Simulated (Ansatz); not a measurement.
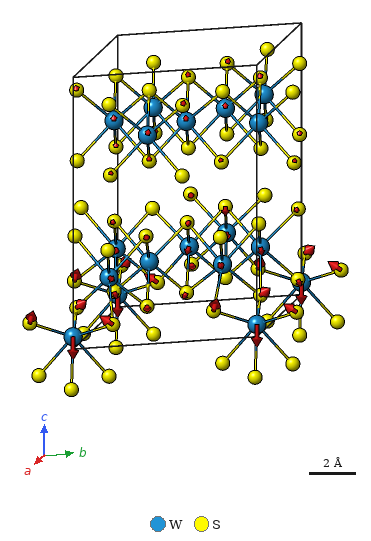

A relaxation of a defect cell of composition W15S28 (cell charge +2). The starting structure is drawn; red arrows show the displacements, magnified 20 times.

The picture is a ball-and-stick view of the cell of the calculation, seen slightly off an axis.

Case: W interstitial, charge +2, atoms relaxed at the host's cell.

Theory: DFT PBE+D3(BJ), scalar-relativistic, plane waves, PAW in Ansatz 0.2.0. Settings: plane-wave cutoff 420 eV; k-point mesh 2 × 2 × 2; occupations gaussian; smearing width 0.01 eV; no spin polarisation; atoms relaxed in a fixed cell; force threshold 0.025 eV/Å; at most 45 steps.

**Atoms of which element are displaced furthest, and by how much?**

Tungsten: up to 0.054 Å, against 0.038 Å for sulfur.

**What happened in the run?**

The energy falls by 39.9 meV per cell of the calculation in 5 geometry steps. The largest force component goes from 0.53 to 0.013 eV/Å. The largest move is that of a W atom, 0.054 Å along −c. By element the largest moves are W 0.054 Å, S 0.038 Å. The cell stays as it was. Among the contacts that change: W–W 3.034 → 3.077 Å, S–W 2.633 → 2.590 Å, S–W 2.509 → 2.469 Å, W–W 3.061 → 3.085 Å. Bond angles that change, for instance: S–W–S 153.4° → 156.1°, W–S–W 152.7° → 155.5°, S–W–S 107.6° → 105.4°. The run took 2.1 min on 4 threads of Intel(R) Xeon(R) Platinum 8259CL CPU @ 2.50GHz (Skylake/Cascade Lake) (shared host), peak memory 3.2 GiB.

Limits of the set-up: the periodic images lie only 8.3 Å apart, so the values are limited by the cell's size; the cell is charged, on a uniform background, and energies carry no finite-size correction.
